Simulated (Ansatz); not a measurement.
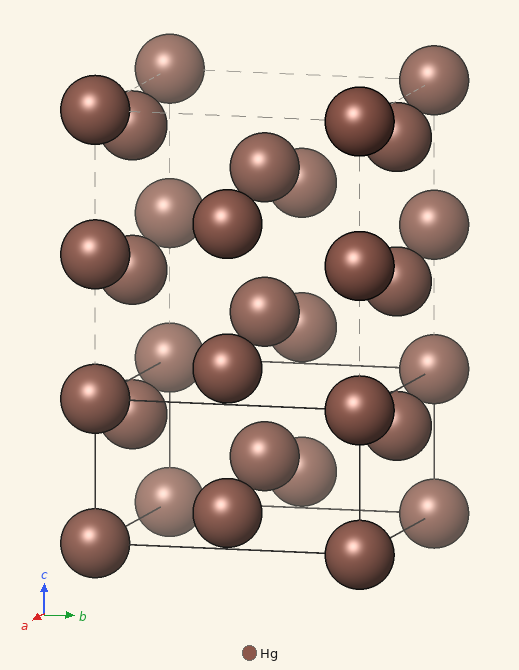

We look at a spheres-only model of the crystal slightly off an axis. A block of 1×1×3 cells is shown, with one conventional unit cell in solid outline. Cell: a = 5.828 Å, b = 5.828 Å, c = 3.102 Å, α = 90.00°, β = 90.00°, γ = 90.00°.

The element is mercury. The symmetry is that of I4_1/amd (No. 141), on a body-centred tetragonal lattice. It belongs to the family called β-tin type. The cell holds four atoms. Each Hg is bonded to six Hg at about 3.0 to 3.1 Å.

The cell started as a structure listed in the Materials Project. It was relaxed at fixed volume with Ansatz 0.2.0, DFT PBE, scalar-relativistic, plane waves, PAW.
